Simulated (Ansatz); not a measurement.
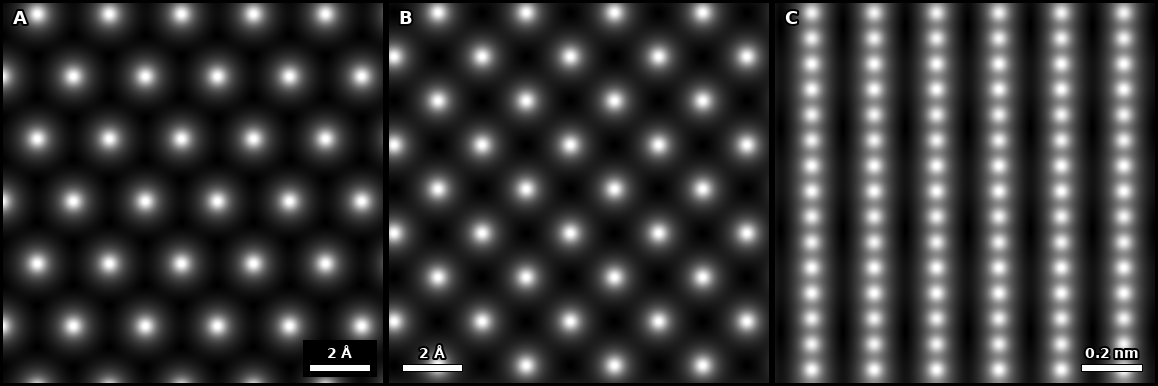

Three views of NiGe (Fd-3m, No. 227) along different zone axes. Computed as the sum of neutral-atom potentials (tabulated electron scattering factors, B = 0.5 Å²) projected along the beam and smoothed by 0.25 Å; brighter is more positive. The display is stretched by a gamma of 0.6; percentages refer to the linear signal. Structure used: the end point of a relaxation with DFT PBE, scalar-relativistic, plane waves, PAW in Ansatz 0.2.0; the starting structure was generated, so it need not be a known form of this composition.

```yaml
crystal:
  lattice:
    - [6.03864, 0.00000, 0.00000]
    - [0.00000, 6.03864, 0.00000]
    - [0.00000, 0.00000, 6.03864]
  atoms:
    - { symbol: Ni, position: [0.50000, 0.00000, 0.50000] }
    - { symbol: Ni, position: [0.25000, 0.25000, 0.25000] }
    - { symbol: Ge, position: [0.00000, 0.00000, 0.50000] }
    - { symbol: Ge, position: [0.25000, 0.75000, 0.25000] }
    - { symbol: Ni, position: [0.50000, 0.50000, 0.00000] }
    - { symbol: Ni, position: [0.25000, 0.75000, 0.75000] }
    - { symbol: Ge, position: [0.00000, 0.50000, 0.00000] }
    - { symbol: Ge, position: [0.25000, 0.25000, 0.75000] }
    - { symbol: Ni, position: [0.00000, 0.00000, 0.00000] }
    - { symbol: Ni, position: [0.75000, 0.25000, 0.75000] }
    - { symbol: Ge, position: [0.50000, 0.00000, 0.00000] }
    - { symbol: Ge, position: [0.75000, 0.75000, 0.75000] }
    - { symbol: Ni, position: [0.00000, 0.50000, 0.50000] }
    - { symbol: Ni, position: [0.75000, 0.75000, 0.25000] }
    - { symbol: Ge, position: [0.50000, 0.50000, 0.50000] }
    - { symbol: Ge, position: [0.75000, 0.25000, 0.25000] }
```

### Match the panels to the zone axes [001], [111] and [211].

A is [111]: projected cell 2.47 × 2.47 Å, 120°, plane group p6mm. B is [001]: projected cell 2.13 × 2.13 Å, 90°, plane group p4mm. C is [211]: projected cell 2.13 × 3.49 Å, 90°, plane group p2mm.
